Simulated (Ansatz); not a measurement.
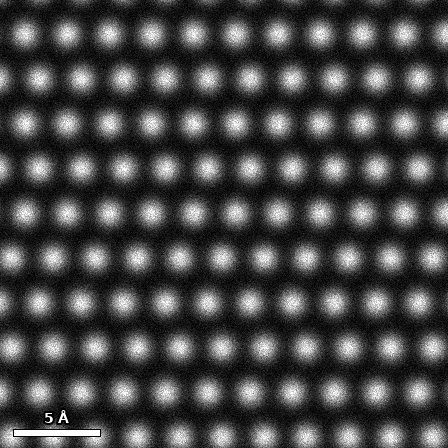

Dark-field STEM-like image of Nb (P6_3/mmc, No. 194) along [100]. Simulation: incoherent imaging, intensity Z^1.8 per atom, probe width 1.24 Å, thin sample. The probe carries 25 % of its weight in a tail 2.5 times as wide. Shot noise was added.

One planar defect was built into the perfect crystal by geometry alone, without relaxation. Host structure: the geometry relaxed at fixed volume with DFT HSE06, scalar-relativistic, plane waves, PAW in Ansatz; the starting structure was generated, so it need not be a known form of this composition.

> Where does the periodic pattern break, and how?

A planar fault (a stacking fault) runs horizontally about 14 Å below the top edge. The part above it is shifted along the boundary by 2/3 of the 2.47 Å repeat of the rows (1.6 Å to the right, the same as 0.8 Å to the left); both parts keep the same orientation.
